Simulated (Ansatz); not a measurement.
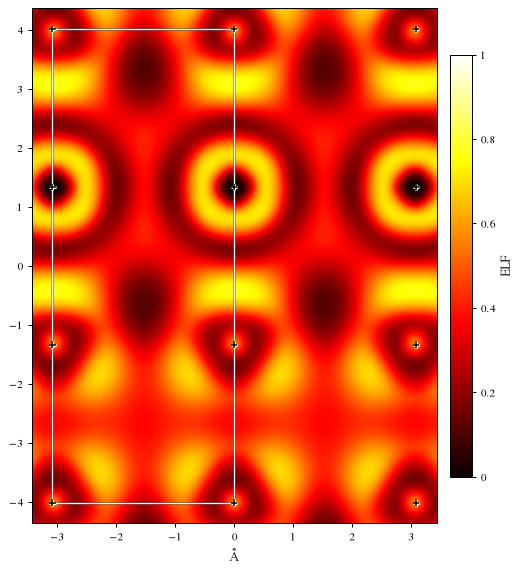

The electron localisation function on a plane through atoms (crosses mark nuclei in the plane).

Theory: DFT PBE, scalar-relativistic, plane waves, PAW in Ansatz.

Candidates:
A. Si$_{2}$W, a = 3.08 Å, b = 3.08 Å, c = 8.03 Å, α = 90.00°, β = 90.00°, γ = 90.00°. Space group I4/mmm; changed on purpose from its base cell (biaxial strain in the a-b plane, c and atoms relaxed: -4.5 %); computed pressure about 18 GPa in this cell.
B. C, a = 2.47 Å, b = 2.47 Å, c = 8.47 Å, α = 90.00°, β = 90.00°, γ = 120.00°. Space group P6₃/mmc; a structure from a database of computed crystals, not necessarily the ambient phase.

Which system is this?

Answer. Candidate A: Si$_{2}$W on the (010) plane of the conventional cell, which holds Si and W. Si–W (2.68 Å): the ELF peaks at about 0.75 in the valence shell of Si, 0.9 Å from its nucleus, and is about 0.40 at the midpoint.
